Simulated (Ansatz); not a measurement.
**Two runs on Ni**

System: Ni (slab, 5 atoms in the cell).
Method of run 1: DFT, PBE, PAW with Ansatz's default frozen-core files, scalar-relativistic, spin-polarised (Ansatz 0.2.0).

Text and figures count atoms from 1; the logs count them from 0 in places.

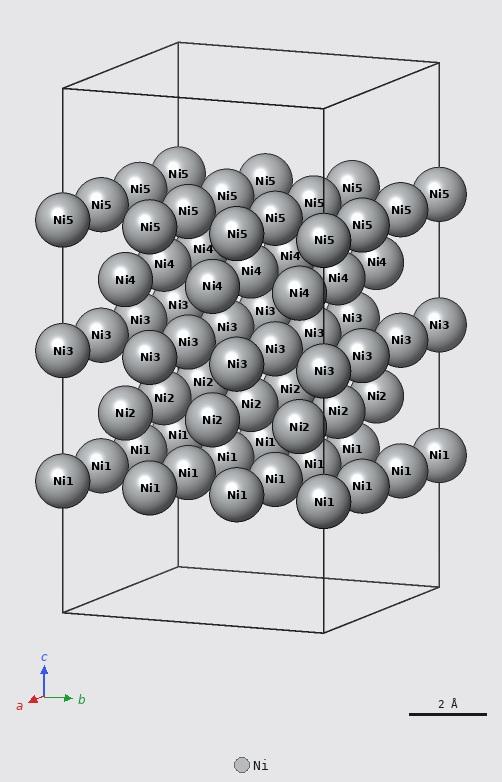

The structure (spheres-only view of the 3 × 3 repeat of the cell, with the vacuum cut short, seen slightly off an axis; atoms are numbered from 1 in the order of the input).

## Input, run 1
```yaml
crystal:
  lattice:
    - [2.4893881601, 0.0, 0.0]
    - [0.0, 2.4893881601, 0.0]
    - [0.0, 0.0, 28.9415]
  atoms:
    - { symbol: Ni, position: [0.0, 0.0, 0.3800778958], spin: 1.0 }
    - { symbol: Ni, position: [0.5, 0.5, 0.438707917], spin: 1.0 }
    - { symbol: Ni, position: [0.0, 0.0, 0.4999999493], spin: 1.0 }
    - { symbol: Ni, position: [0.5, 0.5, 0.5612920484], spin: 1.0 }
    - { symbol: Ni, position: [0.0, 0.0, 0.6199221042], spin: 1.0 }
magnetization:
  spin_polarized: true
kpoints:
  mp_grid: { grid: [16, 16, 1] }
scf:
  occupations: { method: fermi_dirac, width: 0.1 }
hamiltonian:
  xc: pbe
  pseudopotentials: { kind: paw }
output:
  forces: true
  stress: true
  eigenvalues: true
efield:
  axis: 3
  amplitude: 0
  dipole_correction: true
```

Command:
```bash
ansatz run input.yaml --threads 3 --pin off --max-ram 9216MiB --backend cpu --events-out ev --progress --plain --runs-dir out
```

Hardware: 3 threads of Intel Xeon @ 2.90GHz (Ice Lake), 12 GiB of memory available, shared host.

## Output, shortened to warnings, some set-up lines, iterations and results (run 1)
```
Basis set: ecut = 420 eV, 3481 PW (Γ), exchange–correlation on 36×36×400 points (8 copies of the dense FFT grid, shifted against one another)
Symmetry: 8 space group operations
k-points: 45 of 256
Initial density: superposition of atomic densities (neutral atoms: chi_scale 0, normalization atom)
[...]
SCF iter   1: F=—  HF=-29192.399692 eV  |F-HF|=—  |Δ(HF+E_count)|=         —  Δρ=1.83e-2 (↑1.74e-2 ↓1.83e-2)  dr2=4.99e0  dr2_m=1.40e-1  M=4.383 μB ∫|m|=4.611 μB  β_m=1.00  …
SCF iter   2: F=—  HF=-29192.927796 eV  |F-HF|=—  |Δ(HF+E_count)|=   5.28e-1  Δρ=1.31e-2 (↑9.72e-3 ↓1.31e-2)  dr2=9.32e-1  dr2_m=2.03e-2  M=4.047 μB ∫|m|=4.475 μB  β_m=0.31  …
SCF iter   3: F=—  HF=-29194.606407 eV  |F-HF|=—  |Δ(HF+E_count)|=    1.68e0  Δρ=9.48e-3 (↑4.33e-3 ↓9.48e-3)  dr2=2.18e-1  dr2_m=3.94e-2  M=3.932 μB ∫|m|=4.369 μB  β_m=0.47  …
SCF iter   4: F=—  HF=-29196.393400 eV  |F-HF|=—  |Δ(HF+E_count)|=    1.79e0  Δρ=1.15e-2 (↑3.00e-3 ↓1.15e-2)  dr2=1.55e-1  dr2_m=6.07e-2  M=3.641 μB ∫|m|=4.098 μB  β_m=0.55  …
SCF iter   5: F=—  HF=-29196.970943 eV  |F-HF|=—  |Δ(HF+E_count)|=   5.78e-1  Δρ=4.79e-3 (↑2.26e-3 ↓4.79e-3)  dr2=3.74e-2  dr2_m=1.41e-2  M=3.468 μB ∫|m|=3.899 μB  β_m=0.73  …
[... 5 lines ...]
SCF iter  11: F=—  HF=-29197.004898 eV  |F-HF|=—  |Δ(HF+E_count)|=   5.84e-7  Δρ=1.50e-5 (↑7.98e-6 ↓1.50e-5)  dr2=2.50e-7  dr2_m=1.90e-7  M=3.379 μB ∫|m|=3.825 μB  β_m=0.84  …
SCF iter  12: F=—  HF=-29197.004899 eV  |F-HF|=—  |Δ(HF+E_count)|=   5.95e-7  Δρ=8.89e-6 (↑3.06e-6 ↓8.89e-6)  dr2=1.12e-7  dr2_m=2.65e-8  M=3.380 μB ∫|m|=3.826 μB  β_m=0.74  …
SCF iter  13: F=—  HF=-29197.004899 eV  |F-HF|=—  |Δ(HF+E_count)|=   1.04e-8  Δρ=4.27e-6 (↑3.63e-6 ↓4.27e-6)  dr2=6.50e-8  dr2_m=7.65e-10  M=3.380 μB ∫|m|=3.826 μB  β_m=0.54  …
SCF iter  14: F=-29197.004899 eV  HF=-29197.004899 eV  |F-HF|=3.54e-8  |Δ(HF+E_count)|=   1.60e-8  Δρ=1.85e-6 (↑4.62e-7 ↓1.85e-6)  dr2=3.62e-8  dr2_m=1.12e-9  M=3.380 μB …
SCF 1 converged in 14 iterations: F = -29197.004899 eV  dr2 = 3.62e-8
the search or the solves at the SCF's close seem to have found levels that the self-consistency loop had missed (the run counts 1). By its estimate they hold under 1e-12 electrons; where the run keeps them, the occupations were computed again with them
SCF converged after 14 iterations
Magnetization: 3.3795 μB (46.6898 up, 43.3102 down)
Absolute magnetization: 3.8292 μB (∫|ρ↑−ρ↓|, with the PAW one-centre terms)
Spin contamination: 0.0465 ħ² per cell (⟨S²⟩ above its minimum at these occupations)
Per-site moments (μB) at R_I (Å): [(0.7652127587513042, 1.0085431203894317), (0.6833352627178295, 1.0085431203894317), (0.6758234377136711, 1.02687261604125), (0.6833505959129081, 1.0085434070656876), (0.7652363798482675, 1.0085434070656876)]
Free energy (F): -29197.004899 eV
Harris-Foulkes:  -29197.004899 eV  (|F-HF|=3.54e-8)
Internal energy: -29196.721134 eV  (E = F + TS)
E sigma→0 (E₀):  -29196.863016 eV
Entropy (-TS):   -0.283765 eV (-56.753 meV/atom)
Fermi energy:    2.150077 eV
Dipole field:    D = 0.000139 V/Å  (p = 0.000138 e·Å, saw-weighted, corrected)
Work function:   Φ+ = 4.9014 eV   Φ− = 4.9054 eV
Levels:          The Fermi level and band energies are counted from a zero that moves with the ramp; work functions are not
--- Per-component energies (eV) ---
  E_band       = -2850.431231
  E_kinetic    = 1408.421659
  E_local      = -299238.952250  (includes V_loc(G=0)·N_el)
  E_nonlocal   = 3185.863066
  E_hartree    = 147486.649283
  E_xc         = -420.434037
  E_vxc        = -541.820680  (∫ρ·V_xc dr)
  E_paw        = -8154.756798  (= ΣΔE_a)
  E_vpaw       = -2637.255086  (= ΣTr[D̂ρ^β])
  E_aug_tail   = 0.002711  (compensation charges beyond the density's cutoff)
  E_efield     = 0.000000  (sawtooth field / dipole correction)
  E_vefield    = 0.000000  (∫n·V_field dr)
  E_ewald      = 126536.485231
  E_smearing   = -0.283765  (= −TS)
  E_closure    = 0.000000  (closes the sum)
  Σ components = -29197.004899   (vs F -29197.004899, Δ=0.00e0)
--- Forces (eV/Å), atoms counted from 1 ---
  atom   1  Ni     0.00000000     0.00000000    -0.00004836
  atom   2  Ni     0.00000000     0.00000000    -0.00037335
  atom   3  Ni    -0.00000000     0.00000000    -0.00001315
  atom   4  Ni     0.00000000     0.00000000     0.00035487
  atom   5  Ni     0.00000000     0.00000000     0.00003483
  max |Σ_I F_I| component: 4.52e-5 eV/Å
--- Stress (GPa, compression-positive) ---
       -1.316065       0.000000       0.000000
        0.000000      -1.316065       0.000000
        0.000000       0.000000       0.001490
  P = ⅓ Tr σ = -0.8769 GPa (-8.769 kbar)
```

The input of run 2 differs as follows (lines with − go, lines with + come):
```diff
+  mixing: { algorithm: anderson, beta: 0.005, ndim: 1 }
+  max_iter: 75
```

Predict how the results change.

Both reach the same energy, so the change doesn't alter the result. The SCF takes 39 iterations against 14. On the same kind of shared host run 2 took about 4.3 times as long.

## Output, shortened to warnings, some set-up lines, iterations and results (run 2)
```
Basis set: ecut = 420 eV, 3481 PW (Γ), exchange–correlation on 36×36×400 points (8 copies of the dense FFT grid, shifted against one another)
Symmetry: 8 space group operations
k-points: 45 of 256
Initial density: superposition of atomic densities (neutral atoms: chi_scale 0, normalization atom)
[...]
SCF iter   1: F=—  HF=-29192.399692 eV  |F-HF|=—  |Δ(HF+E_count)|=         —  Δρ=1.83e-2 (↑1.74e-2 ↓1.83e-2)  dr2=4.99e0  dr2_m=1.40e-1  M=4.383 μB ∫|m|=4.611 μB  β_m=0.02  …
SCF iter   2: F=—  HF=-29192.520186 eV  |F-HF|=—  |Δ(HF+E_count)|=   1.20e-1  Δρ=1.82e-2 (↑1.76e-2 ↓1.82e-2)  dr2=5.02e0  dr2_m=1.32e-1  M=4.358 μB ∫|m|=4.588 μB  β_m=0.02  …
SCF iter   3: F=—  HF=-29192.512348 eV  |F-HF|=—  |Δ(HF+E_count)|=   7.84e-3  Δρ=1.78e-2 (↑1.73e-2 ↓1.78e-2)  dr2=4.90e0  dr2_m=1.26e-1  M=4.353 μB ∫|m|=4.585 μB  β_m=0.02  …
SCF iter   4: F=—  HF=-29192.503221 eV  |F-HF|=—  |Δ(HF+E_count)|=   9.13e-3  Δρ=1.74e-2 (↑1.69e-2 ↓1.74e-2)  dr2=4.78e0  dr2_m=1.20e-1  M=4.348 μB ∫|m|=4.583 μB  β_m=0.02  …
SCF iter   5: F=—  HF=-29192.495507 eV  |F-HF|=—  |Δ(HF+E_count)|=   7.71e-3  Δρ=1.71e-2 (↑1.65e-2 ↓1.71e-2)  dr2=4.66e0  dr2_m=1.14e-1  M=4.343 μB ∫|m|=4.582 μB  β_m=0.02  …
[... 30 lines ...]
SCF iter  36: F=—  HF=-29197.004899 eV  |F-HF|=—  |Δ(HF+E_count)|=   3.85e-6  Δρ=6.42e-5 (↑2.98e-5 ↓6.42e-5)  dr2=1.99e-5  dr2_m=1.54e-6  M=3.380 μB ∫|m|=3.827 μB  …
SCF iter  37: F=—  HF=-29197.004899 eV  |F-HF|=—  |Δ(HF+E_count)|=   4.61e-7  Δρ=2.44e-5 (↑6.90e-6 ↓2.44e-5)  dr2=2.16e-6  dr2_m=2.48e-7  M=3.380 μB ∫|m|=3.826 μB  …
SCF iter  38: F=-29197.004899 eV  HF=-29197.004899 eV  |F-HF|=2.84e-8  |Δ(HF+E_count)|=   4.61e-8  Δρ=3.20e-6 (↑2.96e-6 ↓3.20e-6)  dr2=2.86e-8  dr2_m=8.71e-9  M=3.380 μB …
SCF iter  39: F=-29197.004899 eV  HF=-29197.004899 eV  |F-HF|=2.82e-8  |Δ(HF+E_count)|=  2.18e-11  Δρ=3.20e-6 (↑2.96e-6 ↓3.20e-6)  dr2=2.86e-8  dr2_m=8.72e-9  M=3.380 μB …
SCF 1 converged in 39 iterations: F = -29197.004899 eV  dr2 = 2.86e-8
SCF converged after 39 iterations
Magnetization: 3.3796 μB (46.6898 up, 43.3102 down)
Absolute magnetization: 3.8293 μB (∫|ρ↑−ρ↓|, with the PAW one-centre terms)
Spin contamination: 0.0465 ħ² per cell (⟨S²⟩ above its minimum at these occupations)
Per-site moments (μB) at R_I (Å): [(0.7652436523781426, 1.0085431203894317), (0.6833593554041878, 1.0085431203894317), (0.6758318152540959, 1.02687261604125), (0.6833634952004305, 1.0085434070656876), (0.7652562394881001, 1.0085434070656876)]
Free energy (F): -29197.004899 eV
Harris-Foulkes:  -29197.004899 eV  (|F-HF|=2.82e-8)
Internal energy: -29196.721139 eV  (E = F + TS)
E sigma→0 (E₀):  -29196.863019 eV
Entropy (-TS):   -0.283760 eV (-56.752 meV/atom)
Fermi energy:    2.150094 eV
Dipole field:    D = 0.000009 V/Å  (p = 0.000009 e·Å, saw-weighted, corrected)
Work function:   Φ+ = 4.9034 eV   Φ− = 4.9037 eV
Levels:          The Fermi level and band energies are counted from a zero that moves with the ramp; work functions are not
--- Per-component energies (eV) ---
  E_band       = -2850.431353
  E_kinetic    = 1408.421098
  E_local      = -299238.920540  (includes V_loc(G=0)·N_el)
  E_nonlocal   = 3185.864050
  E_hartree    = 147486.617006
  E_xc         = -420.433792
  E_vxc        = -541.820356  (∫ρ·V_xc dr)
  E_paw        = -8154.756902  (= ΣΔE_a)
  E_vpaw       = -2637.253774  (= ΣTr[D̂ρ^β])
  E_aug_tail   = 0.002711  (compensation charges beyond the density's cutoff)
  E_efield     = 0.000000  (sawtooth field / dipole correction)
  E_vefield    = 0.000000  (∫n·V_field dr)
  E_ewald      = 126536.485231
  E_smearing   = -0.283760  (= −TS)
  E_closure    = 0.000000  (closes the sum)
  Σ components = -29197.004899   (vs F -29197.004899, Δ=0.00e0)
--- Forces (eV/Å), atoms counted from 1 ---
  atom   1  Ni     0.00000000     0.00000000    -0.00007962
  atom   2  Ni     0.00000000     0.00000000    -0.00040470
  atom   3  Ni     0.00000000     0.00000000     0.00000943
  atom   4  Ni    -0.00000000     0.00000000     0.00039758
  atom   5  Ni    -0.00000000     0.00000000     0.00007719
  max |Σ_I F_I| component: 1.32e-7 eV/Å
--- Stress (GPa, compression-positive) ---
       -1.316016       0.000000      -0.000000
        0.000000      -1.316016       0.000000
        0.000000       0.000000       0.001684
  P = ⅓ Tr σ = -0.8768 GPa (-8.768 kbar)
```

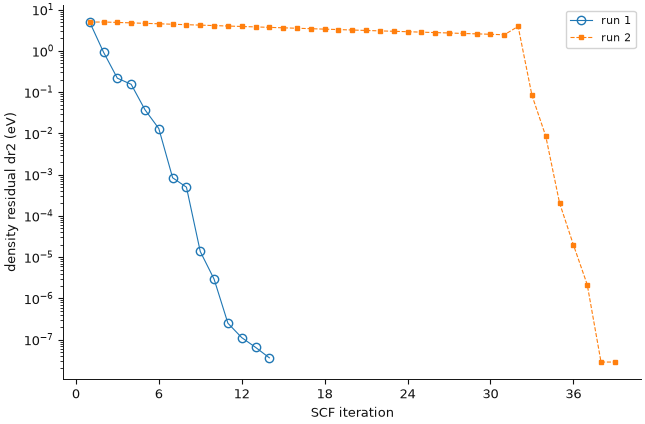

Convergence of the two runs: density residual dr2 against the SCF iteration. Run 1 takes 14 iterations in all, and run 2 takes 39.

## The two runs side by side

| quantity | run 1 | run 2 |
| --- | --- | --- |
| outcome | converged | converged |
| free energy per atom (eV) | −5839.4010 | −5839.4010 |
| energy per atom, smearing taken to zero (eV) | −5839.3726 | −5839.3726 |
| net moment of the cell (μB) | 3.38 | 3.38 |
| absolute moment of the cell (μB) | 3.83 | 3.83 |
| largest force (eV/Å) | 0.000 | 0.000 |
| SCF iterations | 14 | 39 |
| irreducible k-points | 45 | 45 |
| plane waves at Γ | 3481 | 3481 |
| wall time (shared host) | 53 s | 3.8 min |

For run 2: A setting was made wrong on purpose: mixing far too weak (`scf.mixing`). It did no harm here: the run converged to the energy of the sound run within 1 meV per atom. Warnings: the state was not tested for a lower one.
